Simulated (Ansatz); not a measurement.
Geometry relaxation, with input and output: Ti₁₂HO₂₄ (charge +1) (part 4 of 4)

The same run, continued: Ti₁₂HO₂₄ (defect cell, 37 atoms in the cell, total charge +1); DFT, PBEsol, plane waves, PAW, no spin polarisation (Ansatz 0.2.0); cutoff 300 eV, 2×2×2 k-mesh, Gaussian smearing of 0.02 eV. The structure derives from a Materials Project entry. The settings are looser than a standard set-up, so the numbers are not reference values.

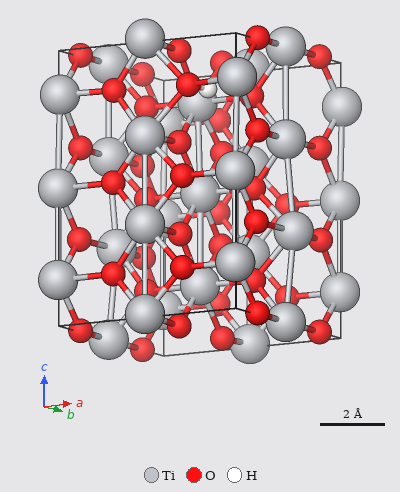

Figure 1. The geometry at step 11 of the log (ball-and-stick view of the cell of the calculation, seen at an oblique angle).

**Trajectory as extended XYZ, continued**
```
37
Lattice="-4.5912 -4.5912 0.0000 -4.5912 4.5912 0.0000 0.0000 0.0000 -8.8170" Properties=species:S:1:pos:R:3:forces:R:3 step=8 energy=-43211.04150
Ti   -2.2214    2.2527   -5.8738    0.1389   0.0025  -0.1283
Ti   -2.4071    2.3188   -2.9608   -0.1293  -0.0046   0.0260
Ti   -2.2229    2.2577   -8.8620    0.0951  -0.0071   0.1194
Ti   -2.2473   -2.2353   -5.8081   -0.0960  -0.0994  -0.0690
Ti   -2.2354   -2.3437   -2.9557    0.1443  -0.0961   0.0073
Ti   -2.2470   -2.2689   -8.9189   -0.1104  -0.0543   0.0325
Ti   -4.5900   -0.0401   -4.4323    0.0397  -0.1378  -0.0352
Ti   -4.5720   -0.0683   -1.4942    0.0708  -0.0690  -0.0575
Ti   -4.5722    0.1205   -7.3749   -0.0531   0.0753   0.0840
Ti    0.0170    0.0875   -4.4306   -0.0603   0.0819   0.1573
Ti   -0.0005    0.0894   -1.4888   -0.0643   0.0363  -0.2343
Ti    0.0099   -0.2420   -7.3726    0.1579   0.2866   0.0629
O    -5.9845   -1.4074   -4.4404    0.0287   0.0306  -0.0141
O    -5.9800   -1.4085   -1.4813    0.0165   0.0215  -0.0118
O    -5.8438   -1.5239   -7.3695   -0.1757   0.1054   0.0176
O    -1.4048   -1.3945   -4.4105   -0.0707  -0.0570  -0.0675
O    -1.3972   -1.4138   -1.4993   -0.0808  -0.0264   0.0624
O    -1.4175   -1.4638   -7.3718    0.0524   0.0834   0.0228
O    -0.9327    0.8465   -5.8801   -0.0072  -0.1119   0.0008
O    -0.8942    0.8959   -2.9585    0.1243  -0.0962   0.0042
O    -0.9443    0.8343   -8.8623    0.0164  -0.0622   0.0223
O    -5.5525    0.9031   -5.9189   -0.0250   0.0243  -0.0519
O    -5.5134    0.9033   -2.9724   -0.0524   0.0562   0.0560
O    -5.5695    0.8931   -8.8132   -0.0013   0.0260   0.0421
O    -3.6961    3.7066   -2.9652   -0.0076   0.0227   0.0139
O    -3.6555    3.7214   -0.0134   -0.0285  -0.0261   0.0801
O    -3.6686    3.7076   -5.9041   -0.0179   0.0089  -0.0944
O    -3.7132   -0.8855   -2.9595   -0.0917   0.0935  -0.0042
O    -3.6717   -0.8325   -0.0363   -0.0516   0.0051   0.0004
O    -3.6767   -0.8451   -5.8949   -0.0205   0.0432   0.0549
O    -3.2054    1.4087   -4.4253    0.0057   0.0442  -0.0080
O    -3.2151    1.4237   -1.4956    0.0145   0.0091   0.0043
O    -3.2205    1.4335   -7.3716   -0.0419   0.0411  -0.0001
O    -3.2056   -3.1635   -4.4338   -0.0051   0.0133  -0.0010
O    -3.2114   -3.1651   -1.4892   -0.0136   0.0053  -0.0156
O    -3.4941   -3.0232   -7.3686    0.3088  -0.1485   0.0865
H    -4.2887   -2.4121   -7.2948   -0.0088  -0.1196  -0.1651
37
Lattice="-4.5912 -4.5912 0.0000 -4.5912 4.5912 0.0000 0.0000 0.0000 -8.8170" Properties=species:S:1:pos:R:3:forces:R:3 step=9 energy=-43211.07146
Ti   -2.2074    2.2529   -5.8786   -0.0044   0.0035  -0.0265
Ti   -2.4250    2.3238   -2.9590   -0.1251  -0.0704   0.0268
Ti   -2.2123    2.2575   -8.8560   -0.0247   0.0135   0.0090
Ti   -2.2530   -2.2391   -5.8131    0.0832   0.0810  -0.0246
Ti   -2.2263   -2.3565   -2.9529    0.1128  -0.0278  -0.0053
Ti   -2.2491   -2.2759   -8.9130    0.0573   0.1236   0.0181
Ti   -4.5898   -0.0494   -4.4348    0.0742  -0.1091   0.0496
Ti   -4.5706   -0.0762   -1.4926    0.1006  -0.0758  -0.0098
Ti   -4.5787    0.1341   -7.3687    0.0341   0.0610  -0.0214
Ti    0.0117    0.0946   -4.4242   -0.0274  -0.0162  -0.0017
Ti   -0.0066    0.0951   -1.4953   -0.0232  -0.0539  -0.0043
Ti    0.0344   -0.2304   -7.3691   -0.0797  -0.0815  -0.0091
O    -5.9830   -1.4050   -4.4444    0.0306   0.0244   0.0428
O    -5.9797   -1.4072   -1.4774   -0.0075   0.0071  -0.0598
O    -5.8440   -1.5190   -7.3706   -0.1383   0.0416   0.0429
O    -1.4119   -1.4038   -4.4119   -0.0112   0.0186  -0.0872
O    -1.4072   -1.4180   -1.4934   -0.0024   0.0474   0.0059
O    -1.4128   -1.4508   -7.3699   -0.0549  -0.0124   0.0294
O    -0.9321    0.8417   -5.8774   -0.0128   0.0024  -0.0215
O    -0.8913    0.8908   -2.9577    0.0045   0.0022  -0.0153
O    -0.9385    0.8384   -8.8615   -0.0123  -0.0099   0.0200
O    -5.5597    0.9062   -5.9221   -0.0194  -0.0012  -0.0151
O    -5.5182    0.9040   -2.9691   -0.0225   0.0317   0.0404
O    -5.5727    0.8970   -8.8066    0.0083  -0.0013   0.0116
O    -3.6995    3.7082   -2.9636    0.0040  -0.0111   0.0086
O    -3.6502    3.7253   -0.0086   -0.0028  -0.0636  -0.0139
O    -3.6607    3.7155   -5.9072    0.0336  -0.0383   0.0226
O    -3.7212   -0.8828   -2.9589   -0.0549   0.0724  -0.0296
O    -3.6824   -0.8365   -0.0330   -0.0248   0.0050   0.0221
O    -3.6826   -0.8390   -5.8914    0.0055  -0.0398   0.0006
O    -3.2066    1.4152   -4.4263    0.0123   0.0335   0.0173
O    -3.2162    1.4257   -1.4934    0.0354   0.0153  -0.0289
O    -3.2252    1.4415   -7.3685    0.0040   0.0049  -0.0066
O    -3.2101   -3.1669   -4.4337   -0.0399   0.0154  -0.0092
O    -3.2146   -3.1714   -1.4886   -0.0266   0.0218  -0.0175
O    -3.4729   -3.0384   -7.3763    0.0022   0.0813   0.1403
H    -4.2800   -2.4338   -7.3345    0.1131  -0.0955  -0.1006
37
Lattice="-4.5912 -4.5912 0.0000 -4.5912 4.5912 0.0000 0.0000 0.0000 -8.8170" Properties=species:S:1:pos:R:3:forces:R:3 step=10 energy=-43211.09480
Ti   -2.2085    2.2732   -5.8828   -0.0105  -0.0040   0.0249
Ti   -2.4786    2.2996   -2.9585    0.0448  -0.0038  -0.0173
Ti   -2.2047    2.2798   -8.8536   -0.0120  -0.0032  -0.0010
Ti   -2.2202   -2.2693   -5.8121   -0.0147  -0.0152  -0.0811
Ti   -2.2061   -2.3720   -2.9576   -0.0030   0.0432  -0.0070
Ti   -2.2200   -2.2771   -8.9212   -0.0210  -0.0024   0.0795
Ti   -4.5842   -0.0961   -4.4336    0.0006  -0.0046   0.0293
Ti   -4.5752   -0.0972   -1.4857   -0.0003   0.0016  -0.0326
Ti   -4.5472    0.1307   -7.3668   -0.0257   0.0868   0.0040
Ti   -0.0033    0.1099   -4.4268   -0.0042  -0.0161   0.0623
Ti   -0.0087    0.1088   -1.4919    0.0018  -0.0124  -0.0636
Ti    0.0288   -0.2415   -7.3678   -0.0371   0.0022   0.0024
O    -5.9885   -1.3967   -4.4392    0.0043  -0.0224   0.0062
O    -5.9897   -1.3979   -1.4801    0.0240  -0.0036  -0.0067
O    -5.9005   -1.4685   -7.3679   -0.0477  -0.0874   0.0038
O    -1.4202   -1.3920   -4.4187    0.0433   0.0342   0.0349
O    -1.4196   -1.3935   -1.4968    0.0339   0.0281  -0.0309
O    -1.4305   -1.4381   -7.3676    0.0431   0.0747  -0.0018
O    -0.9241    0.8573   -5.8886   -0.0245   0.0258  -0.0067
O    -0.8933    0.8968   -2.9588   -0.0192   0.0286  -0.0022
O    -0.9230    0.8578   -8.8471   -0.0307   0.0241   0.0139
O    -5.5576    0.9218   -5.9213    0.0985  -0.1160  -0.0140
O    -5.5155    0.9109   -2.9590    0.0792  -0.0618   0.0032
O    -5.5588    0.9195   -8.8124    0.1010  -0.1103   0.0082
O    -3.7129    3.7080   -2.9600   -0.0028  -0.0040   0.0036
O    -3.6713    3.7051   -0.0162   -0.0114  -0.0062  -0.0014
O    -3.6722    3.7053   -5.9006   -0.0131  -0.0036  -0.0058
O    -3.7242   -0.8801   -2.9598   -0.0419   0.0261   0.0110
O    -3.7010   -0.8505   -0.0167   -0.0408   0.0381   0.0149
O    -3.6995   -0.8492   -5.9004   -0.0508   0.0343  -0.0224
O    -3.2104    1.4145   -4.4291   -0.0018   0.0034  -0.0329
O    -3.2102    1.4138   -1.4891   -0.0176  -0.0087   0.0349
O    -3.2182    1.4379   -7.3668   -0.0032  -0.0192  -0.0059
O    -3.2101   -3.1648   -4.4302   -0.0409  -0.0019   0.0206
O    -3.2106   -3.1659   -1.4879   -0.0357   0.0027  -0.0181
O    -3.4314   -3.0700   -7.3666   -0.0314   0.0740  -0.0004
H    -4.2247   -2.4631   -7.3641    0.0675  -0.0215  -0.0058
37
Lattice="-4.5912 -4.5912 0.0000 -4.5912 4.5912 0.0000 0.0000 0.0000 -8.8170" Properties=species:S:1:pos:R:3:forces:R:3 step=11 energy=-43211.09889
Ti   -2.2110    2.2712   -5.8808    0.0014   0.0057   0.0070
Ti   -2.4703    2.2951   -2.9580   -0.0028  -0.0088   0.0018
Ti   -2.2067    2.2790   -8.8524    0.0038   0.0098  -0.0084
Ti   -2.2237   -2.2714   -5.8152    0.0070   0.0018   0.0120
Ti   -2.1980   -2.3691   -2.9586   -0.0013  -0.0037   0.0029
Ti   -2.2232   -2.2740   -8.9192    0.0033   0.0029  -0.0144
Ti   -4.5811   -0.1007   -4.4334    0.0020  -0.0070   0.0235
Ti   -4.5739   -0.0975   -1.4859   -0.0018  -0.0073  -0.0167
Ti   -4.5534    0.1380   -7.3673   -0.0097   0.0217  -0.0055
Ti    0.0004    0.1062   -4.4241   -0.0032   0.0046   0.0080
Ti   -0.0032    0.1076   -1.4941   -0.0012   0.0056  -0.0032
Ti    0.0235   -0.2351   -7.3675    0.0057   0.0183  -0.0040
O    -5.9889   -1.4010   -4.4366    0.0082  -0.0008   0.0042
O    -5.9887   -1.4009   -1.4816    0.0067  -0.0013  -0.0039
O    -5.9065   -1.4769   -7.3672    0.0050  -0.0124  -0.0032
O    -1.4157   -1.3932   -4.4201    0.0020  -0.0034  -0.0098
O    -1.4152   -1.3939   -1.4970    0.0006  -0.0029   0.0061
O    -1.4265   -1.4348   -7.3672   -0.0012   0.0027   0.0006
O    -0.9257    0.8598   -5.8862    0.0012  -0.0002  -0.0048
O    -0.8954    0.8978   -2.9588   -0.0042   0.0021  -0.0024
O    -0.9259    0.8597   -8.8487    0.0032   0.0005   0.0077
O    -5.5589    0.9118   -5.9221    0.0057   0.0000   0.0087
O    -5.5103    0.9070   -2.9594    0.0003   0.0048   0.0002
O    -5.5595    0.9119   -8.8120    0.0107  -0.0043  -0.0073
O    -3.7112    3.7084   -2.9592   -0.0078   0.0053  -0.0009
O    -3.6729    3.7098   -0.0149   -0.0066  -0.0032  -0.0023
O    -3.6736    3.7098   -5.9023   -0.0044  -0.0035   0.0041
O    -3.7227   -0.8808   -2.9591   -0.0004  -0.0031  -0.0019
O    -3.7016   -0.8515   -0.0155    0.0024   0.0044  -0.0016
O    -3.7016   -0.8520   -5.9025    0.0023   0.0042   0.0053
O    -3.2128    1.4145   -4.4305   -0.0056  -0.0061   0.0016
O    -3.2136    1.4142   -1.4873   -0.0056  -0.0056  -0.0041
O    -3.2234    1.4375   -7.3671   -0.0069  -0.0163   0.0021
O    -3.2110   -3.1627   -4.4283    0.0022   0.0090  -0.0033
O    -3.2113   -3.1627   -1.4895    0.0035   0.0091   0.0022
O    -3.4291   -3.0589   -7.3674   -0.0345  -0.0374   0.0010
H    -4.2230   -2.4548   -7.3666    0.0199   0.0151  -0.0012
37
Lattice="-4.5912 -4.5912 0.0000 -4.5912 4.5912 0.0000 0.0000 0.0000 -8.8170" Properties=species:S:1:pos:R:3:forces:R:3 step=12 energy=-43211.09934
Ti   -2.2105    2.2732   -5.8805   -0.0022  -0.0011   0.0034
Ti   -2.4736    2.2932   -2.9581    0.0047  -0.0006  -0.0015
Ti   -2.2054    2.2827   -8.8530   -0.0044  -0.0006   0.0006
Ti   -2.2242   -2.2677   -5.8145   -0.0036  -0.0043  -0.0126
Ti   -2.1975   -2.3727   -2.9588    0.0024  -0.0048  -0.0024
Ti   -2.2242   -2.2698   -8.9205   -0.0016  -0.0023   0.0147
Ti   -4.5792   -0.1033   -4.4327   -0.0014  -0.0046  -0.0045
Ti   -4.5720   -0.0989   -1.4860   -0.0001  -0.0023   0.0029
Ti   -4.5571    0.1456   -7.3673   -0.0015   0.0046   0.0021
Ti   -0.0002    0.1069   -4.4234    0.0001   0.0001   0.0008
Ti   -0.0039    0.1088   -1.4936   -0.0009  -0.0003  -0.0019
Ti    0.0234   -0.2321   -7.3672    0.0045  -0.0044   0.0007
O    -5.9885   -1.4028   -4.4359   -0.0005  -0.0009   0.0007
O    -5.9884   -1.4023   -1.4822   -0.0004  -0.0008  -0.0014
O    -5.9063   -1.4777   -7.3675   -0.0013  -0.0058  -0.0010
O    -1.4142   -1.3944   -4.4200    0.0026   0.0019   0.0053
O    -1.4141   -1.3947   -1.4976    0.0022   0.0024  -0.0031
O    -1.4266   -1.4351   -7.3673   -0.0013   0.0024  -0.0006
O    -0.9266    0.8593   -5.8856   -0.0012   0.0031  -0.0037
O    -0.8965    0.8974   -2.9589   -0.0011   0.0021   0.0007
O    -0.9265    0.8598   -8.8487   -0.0001   0.0014   0.0017
O    -5.5587    0.9115   -5.9210    0.0067  -0.0041   0.0021
O    -5.5097    0.9049   -2.9591   -0.0036   0.0064   0.0001
O    -5.5586    0.9117   -8.8133    0.0065  -0.0043  -0.0036
O    -3.7118    3.7090   -2.9591   -0.0012   0.0002   0.0002
O    -3.6739    3.7093   -0.0147   -0.0015  -0.0006  -0.0021
O    -3.6742    3.7093   -5.9024   -0.0019  -0.0001   0.0003
O    -3.7218   -0.8832   -2.9591    0.0009   0.0006   0.0008
O    -3.7005   -0.8526   -0.0155   -0.0016   0.0032  -0.0038
O    -3.7007   -0.8530   -5.9021   -0.0028   0.0039   0.0033
O    -3.2140    1.4130   -4.4303    0.0004   0.0027  -0.0016
O    -3.2146    1.4126   -1.4879    0.0000   0.0022   0.0025
O    -3.2234    1.4369   -7.3668   -0.0041  -0.0059  -0.0006
O    -3.2109   -3.1624   -4.4287    0.0015   0.0028   0.0035
O    -3.2110   -3.1624   -1.4891    0.0015   0.0023  -0.0023
O    -3.4305   -3.0617   -7.3675   -0.0009  -0.0035   0.0001
H    -4.2194   -2.4514   -7.3674    0.0053   0.0089   0.0005
37
Lattice="-4.5912 -4.5912 0.0000 -4.5912 4.5912 0.0000 0.0000 0.0000 -8.8170" Properties=species:S:1:pos:R:3:forces:R:3 step=13 energy=-43211.09936
Ti   -2.2202    2.2550   -5.8783   -0.0012  -0.0034   0.0073
Ti   -2.4736    2.2932   -2.9555    0.0080   0.0029  -0.0073
Ti   -2.1957    2.3009   -8.8508   -0.0139  -0.0034   0.0107
Ti   -2.2241   -2.2637   -5.8152   -0.0085  -0.0073  -0.0085
Ti   -2.1975   -2.3727   -2.9586    0.0021  -0.0047  -0.0114
Ti   -2.2242   -2.2738   -8.9213    0.0010   0.0024   0.0183
Ti   -4.5932   -0.1118   -4.4348    0.0001  -0.0047  -0.0055
Ti   -4.5580   -0.0905   -1.4881    0.0041   0.0044  -0.0026
Ti   -4.5571    0.1456   -7.3674   -0.0016   0.0029   0.0099
Ti    0.0069    0.1033   -4.4224    0.0018   0.0010  -0.0043
Ti   -0.0110    0.1125   -1.4926   -0.0027  -0.0007  -0.0012
Ti    0.0234   -0.2321   -7.3667    0.0042  -0.0039   0.0035
O    -5.9888   -1.4036   -4.4369   -0.0051  -0.0048   0.0039
O    -5.9882   -1.4015   -1.4832   -0.0031  -0.0027  -0.0082
O    -5.9063   -1.4777   -7.3684    0.0053   0.0013  -0.0036
O    -1.4145   -1.3939   -4.4200    0.0037   0.0013   0.0096
O    -1.4138   -1.3951   -1.4976    0.0017   0.0037   0.0012
O    -1.4266   -1.4351   -7.3672   -0.0010   0.0026  -0.0031
O    -0.9268    0.8582   -5.8851   -0.0029   0.0053  -0.0074
O    -0.8965    0.8974   -2.9592   -0.0036   0.0038   0.0034
O    -0.9264    0.8608   -8.8482    0.0022  -0.0026  -0.0019
O    -5.5589    0.9110   -5.9204    0.0073  -0.0046  -0.0015
O    -5.5097    0.9049   -2.9604   -0.0036   0.0058   0.0005
O    -5.5584    0.9122   -8.8128    0.0064  -0.0056  -0.0059
O    -3.7118    3.7090   -2.9602    0.0013  -0.0029   0.0013
O    -3.6733    3.7094   -0.0137   -0.0004  -0.0015  -0.0058
O    -3.6748    3.7093   -5.9014   -0.0024   0.0006  -0.0027
O    -3.7218   -0.8832   -2.9600    0.0015   0.0003   0.0037
O    -3.7003   -0.8518   -0.0156    0.0007   0.0019  -0.0034
O    -3.7010   -0.8538   -5.9022   -0.0049   0.0050   0.0009
O    -3.2128    1.4139   -4.4313   -0.0002   0.0026   0.0040
O    -3.2158    1.4118   -1.4890   -0.0005   0.0014   0.0015
O    -3.2234    1.4369   -7.3647   -0.0035  -0.0056  -0.0037
O    -3.2107   -3.1624   -4.4291    0.0014   0.0032   0.0056
O    -3.2111   -3.1623   -1.4895    0.0013   0.0009  -0.0001
O    -3.4305   -3.0617   -7.3680   -0.0009  -0.0035   0.0003
H    -4.2194   -2.4514   -7.3675    0.0060   0.0085   0.0024
```

**Summary**

| quantity | value |
| --- | --- |
| outcome | converged |
| electrons treated | 288 |
| free energy | −43211.0994 eV |
| Fermi energy | 10.092 eV |
| gap on the k-point mesh | 2.53 eV |
| final volume | 371.72 Å³ |
| largest force (length of the vector) at the end | 0.019 eV/Å |
| wall time | 66 s (CPU time 7.6 min) |
| peak memory | 1.2 GiB |

**Remarks**

Settings chosen away from the usual ones: basis.ecutwfc set to 300 eV (from 420). These settings are looser than, or depart from, a standard set-up, so the numbers are not reference values for this system. Warnings of the run: the cutoff is below the recommended one.
